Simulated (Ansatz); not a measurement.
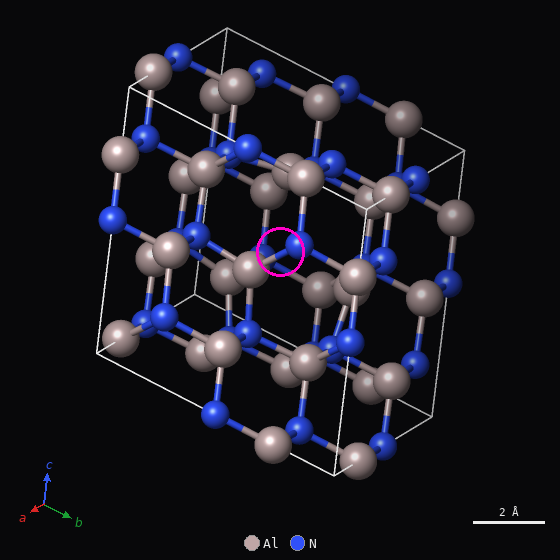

Drawn in the ball-and-stick manner and seen slightly off an axis. One supercell is framed, with atoms on its boundary repeated. The host is AlN, in a cell of 32 sites, and the cell carries a charge of +3. A ring marks the defect's site.

> Name the defect and give its surroundings.

A nitrogen vacancy. Around the empty site lie four Al at about 2.3 Å.

The atoms were relaxed in the host's cell with Ansatz 0.2.0, DFT PBE, scalar-relativistic, plane waves, PAW.
